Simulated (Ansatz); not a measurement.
# A series of single points on CoPtO$_{2}$

System: CoPtO$_{2}$ (R-3m, 4 atoms in the cell).
Method: DFT PBEsol, scalar-relativistic, plane waves, PAW, no spin polarisation (Ansatz 0.2.0).

The 5 runs differ only in the geometry, by a strain of the cell at fixed fractional positions. Against run 3, the strain is εzz = η. The structure derives from a Materials Project entry.

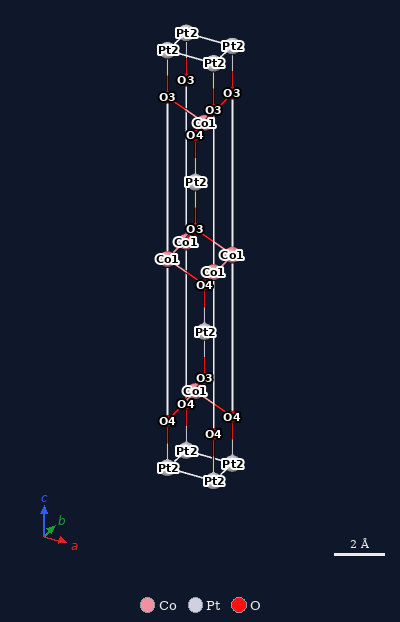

Figure 1. The structure of run 3 (ball-and-stick view of the cell 3 times as large as that of the calculation, set on its symmetry axes, seen slightly off an axis; atoms are numbered from 1 in the order of the input). An atom can appear more than once, as a periodic image.

## Input of run 3
```yaml
crystal:
  lattice:
    - [1.3629388144, 0.7868930914, 5.898873169]
    - [-1.3629388144, 0.7868930914, 5.898873169]
    - [0.0, -1.5737861828, 5.898873169]
  atoms:
    - { symbol: Co, position: [0.5, 0.5, 0.5] }
    - { symbol: Pt, position: [0.0, 0.0, 0.0] }
    - { symbol: O, position: [0.8877632707, 0.8877632707, 0.8877632707] }
    - { symbol: O, position: [0.1122367293, 0.1122367293, 0.1122367293] }
basis:
  ecutwfc: 420
kpoints:
  mp_grid: { grid: [18, 18, 18] }
hamiltonian:
  xc: pbesol
scf:
  occupations: { method: gaussian, width: 0.15 }
output:
  forces: true
  stress: true
  eigenvalues: true
```

Command:
```bash
ansatz run input.yaml --threads 2 --pin off --max-ram 5120MiB --backend cpu --events-out ev --progress --plain --runs-dir out
```

Lattice vectors (Å) and fractional positions of run 3:
```
   1.362939    0.786893    5.898873
  -1.362939    0.786893    5.898873
   0.000000   -1.573786    5.898873
Co  0.500000  0.500000  0.500000
Pt  0.000000  0.000000  0.000000
O   0.887763  0.887763  0.887763
O   0.112237  0.112237  0.112237
```

Run 2 differs from it as follows:
```diff
-    - [1.3629388144, 0.7868930914, 5.898873169]
-    - [-1.3629388144, 0.7868930914, 5.898873169]
-    - [0.0, -1.5737861828, 5.898873169]
+    - [1.3629388144, 0.7868930914, 5.8103900715]
+    - [-1.3629388144, 0.7868930914, 5.8103900715]
+    - [0.0, -1.5737861828, 5.8103900715]
```

## Results, with one run withheld

| run | strain parameter η (%) | free energy per atom, from the lowest run given (meV) | pressure (GPa) |
| --- | --- | --- | --- |
| 1 | −3.0000 | 46.44 | 31.58 |
| 2 | −1.5000 | ? | ? |
| 3 | 0.0000 | 4.48 | 17.87 |
| 4 | 1.5000 | 0.00 | 12.28 |
| 5 | 3.0000 | 4.17 | 7.37 |

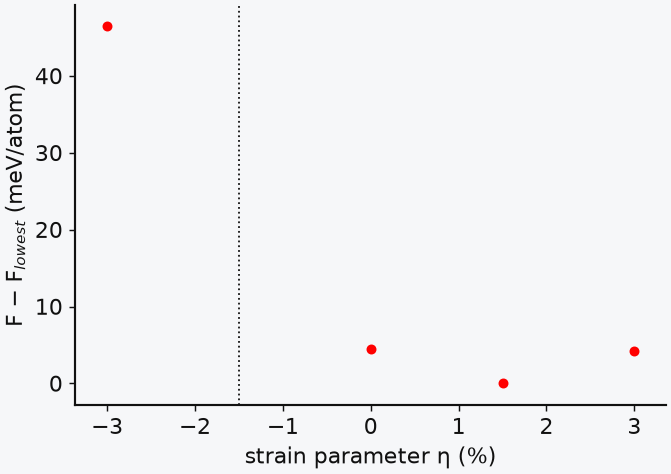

Figure 2. Free energy per atom of the runs given; the dotted line marks run 2.

Fit the runs given and predict run 2.

A quadratic polynomial in the coordinate, fitted to the 4 runs given, misses them by at most 0.51 meV per atom. With x = η − 0.3750, it reads F = 2.5591 − 5.2936 x + 2.2783 x² (meV per atom). At run 2 it gives 20.49 meV per atom, and the run itself gives 19.29. The fit has its minimum at η = 1.5367 %. The fit misses that run by 1.20 meV per atom.

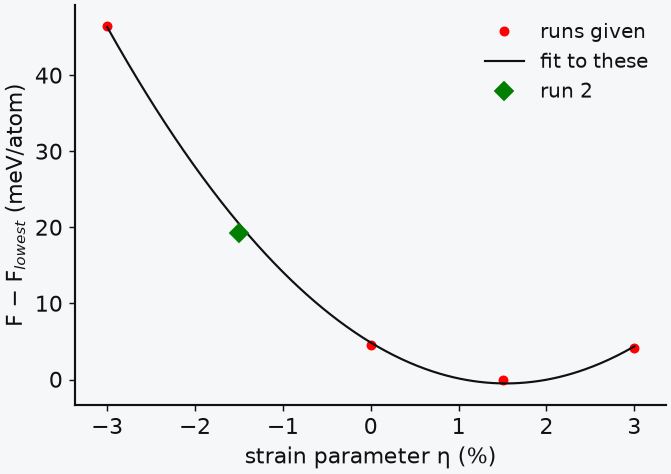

Figure 3. The fit and the withheld run.

## Output, shortened to warnings, some set-up lines, iterations and results (run 2)
```
Basis set: ecut = 420 eV, 733 PW (Γ), FFT grids on a1−a3, a2−a3, a3, exchange–correlation on 40×40×90 points (8 copies of the dense FFT grid, shifted against one another)
Symmetry: 12 space group operations
k-points: 580 of 5832
Initial density: superposition of atomic densities (neutral atoms: chi_scale 0, normalization atom), corrected by the library's trained network
[...]
SCF iter   1: F=—  HF=-18596.840835 eV  |F-HF|=—  |Δ(HF+E_count)|=         —  Δρ=1.93e-2  dr2=9.49e-2  ethr=1.77e-3  ⟨swp⟩=5.5  Hψ=65932  notcnv=0
SCF iter   2: F=—  HF=-18596.812813 eV  |F-HF|=—  |Δ(HF+E_count)|=   2.80e-2  Δρ=5.34e-3  dr2=8.52e-3  ethr=2.02e-4  ⟨swp⟩=2.0  Hψ=31612  notcnv=0  defer=119
SCF iter   3: F=—  HF=-18596.810931 eV  |F-HF|=—  |Δ(HF+E_count)|=   1.88e-3  Δρ=1.40e-3  dr2=7.82e-4  ethr=1.81e-5  ⟨swp⟩=2.2  Hψ=24825  notcnv=0  defer=119
SCF iter   4: F=—  HF=-18596.810752 eV  |F-HF|=—  |Δ(HF+E_count)|=   1.79e-4  Δρ=2.58e-4  dr2=2.58e-5  ethr=1.66e-6  ⟨swp⟩=2.7  Hψ=24418  notcnv=0  defer=119
SCF iter   5: F=—  HF=-18596.810730 eV  |F-HF|=—  |Δ(HF+E_count)|=   2.19e-5  Δρ=8.81e-5  dr2=2.60e-6  ethr=5.49e-8  ⟨swp⟩=2.1  Hψ=23840  notcnv=0  defer=121
SCF iter   6: F=-18596.810729 eV  HF=-18596.810729 eV  |F-HF|=2.12e-8  |Δ(HF+E_count)|=   4.45e-7  Δρ=1.21e-5  dr2=3.09e-8  ethr=2.13e-10  ⟨swp⟩=7.1  Hψ=83043  notcnv=0
SCF 1 converged in 6 iterations: F = -18596.810729 eV  dr2 = 3.09e-8
SCF converged after 6 iterations
Free energy (F): -18596.810729 eV
Harris-Foulkes:  -18596.810729 eV  (|F-HF|=2.12e-8)
Internal energy: -18596.805803 eV  (E = F + TS)
E sigma→0 (E₀):  -18596.808266 eV
Entropy (-TS):   -0.004926 eV (-1.232 meV/atom)
Fermi energy:    18.843591 eV
--- Per-component energies (eV) ---
  E_band       = -390.708500
  E_kinetic    = 1447.905977
  E_local      = -5431.841420  (includes V_loc(G=0)·N_el)
  E_nonlocal   = 758.736082
  E_hartree    = 2189.108362
  E_xc         = -565.031125
  E_vxc        = -695.751825  (∫ρ·V_xc dr)
  E_paw        = -11103.401089  (= ΣΔE_a)
  E_vpaw       = -847.988271  (= ΣTr[D̂ρ^β])
  E_aug_tail   = 0.004875  (compensation charges beyond the density's cutoff)
  E_ewald      = -5892.833440
  E_core_change = 0.545976  (= ΣΔE_core)
  E_smearing   = -0.004926  (= −TS)
  E_closure    = 0.000000  (closes the sum)
  Σ components = -18596.810729   (vs F -18596.810729, Δ=0.00e0)
--- Forces (eV/Å), atoms counted from 1 ---
  atom   1  Co     0.00000000    -0.00000000     0.00000000
  atom   2  Pt     0.00000000     0.00000000     0.00000000
  atom   3  O      0.00000000     0.00000000     0.44410350
  atom   4  O      0.00000000     0.00000000    -0.44410350
  max |Σ_I F_I| component: 5.55e-17 eV/Å
--- Stress (GPa, compression-positive) ---
       24.790544       0.000000       0.000000
        0.000000      24.790544       0.000000
        0.000000       0.000000      23.219886
  P = ⅓ Tr σ = 24.2670 GPa (242.670 kbar)
```

Notes: The run has no spin polarisation, so a magnetic state may lie lower. Spin–orbit coupling is left out, which matters for Pt.
